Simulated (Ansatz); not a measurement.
```
Ti O
1.0
     5.13463    0.00000    0.00000
     0.00000    9.18857    0.00000
     0.00000    0.00000    5.45394
Ti O
8 16
Direct
  0.13816 0.12898 0.90566
  0.63816 0.37102 0.09434
  0.86184 0.62898 0.59434
  0.36184 0.87102 0.40566
  0.86184 0.87102 0.09434
  0.36184 0.62898 0.90566
  0.13816 0.37102 0.40566
  0.63816 0.12898 0.59434
  0.46456 0.23026 0.88993
  0.96456 0.26974 0.11007
  0.53544 0.73026 0.61007
  0.03544 0.76974 0.38993
  0.53544 0.76974 0.11007
  0.03544 0.73026 0.88993
  0.46456 0.26974 0.38993
  0.96456 0.23026 0.61007
  0.81704 0.01019 0.85099
  0.31704 0.48981 0.14901
  0.18296 0.51019 0.64901
  0.68296 0.98981 0.35099
  0.18296 0.98981 0.14901
  0.68296 0.51019 0.85099
  0.81704 0.48981 0.35099
  0.31704 0.01019 0.64901
```

Space group Pbca; computed without spin polarisation.

The calculation used DFT r2SCAN, scalar-relativistic, plane waves, PAW in Ansatz.

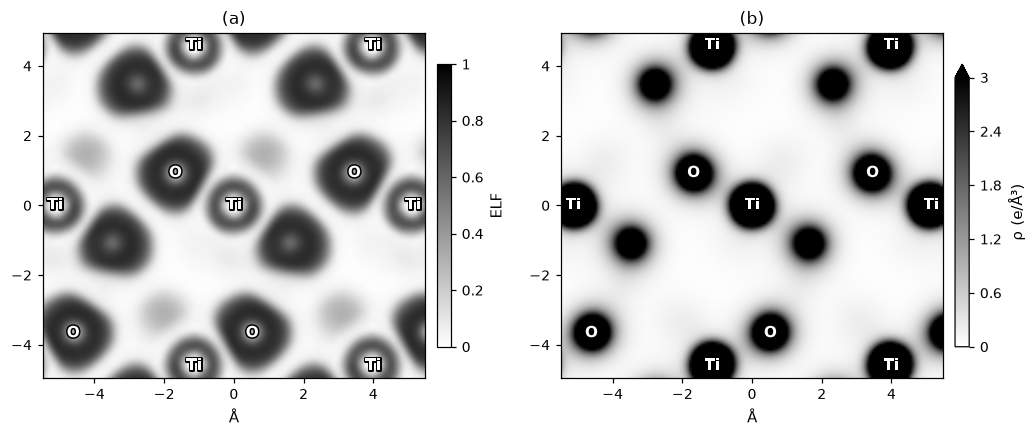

TiO₂. (a) electron localisation function; (b) valence electron density on the (001) plane of the conventional cell.

Core electrons are frozen (PAW), and the valence fields are smoothed inside the atomic spheres.

Question: What does the map show?

Answer:
- The section cuts through Ti and O sites.
- Atoms just off the plane (O, 0.3 Å away) can leave unmarked features too.
- Ti–O (1.92 Å): the density is about 0.78 e/Å³ at the midpoint; the ELF peaks at about 0.85 in the valence shell of O, 0.6 Å from its nucleus, and is about 0.20 at the midpoint: no localised pair shows between them.
- Between the atoms the lowest density in this plane is 0.02 e/Å³.
- The features right at Ti lie inside the PAW spheres, where the map follows smoothed inner orbitals and isn't to be read closely.
